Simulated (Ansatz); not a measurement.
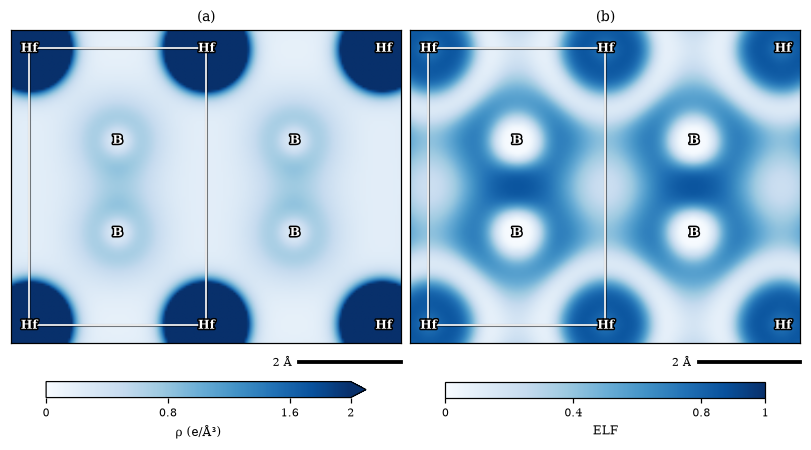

Figure 1: HfB2. (a) valence charge density (pseudo); (b) ELF on the (110) plane of the conventional cell.

Space group P6/mmm.

Computed with Kohn-Sham DFT of a periodic cell, PBE, Ansatz PAW in Ansatz 0.2.0.

In a PAW calculation such maps are meaningful between the atoms, not at the nuclei.

Describe what can be read from this map.

Answer.
- The section cuts through Hf and B sites.
- B–B (1.81 Å): the density is about 0.74 e/Å³ at the midpoint; the ELF peaks at about 0.85 between the atoms.
- Hf–B (2.51 Å): ρ is about 0.33 e/Å³ halfway; the ELF peaks at about 0.60 in the valence shell of B, 0.8 Å from its nucleus, and is about 0.15 at the midpoint.
- Between the atoms the lowest density in this plane is 0.16 e/Å³.
- The features right at Hf lie inside the PAW spheres, where the map follows smoothed inner orbitals and isn't to be read closely.

Does the calculation make it a metal, or give it a gap?

Answer. It is metallic or semimetallic at this level of theory: no gap opens.
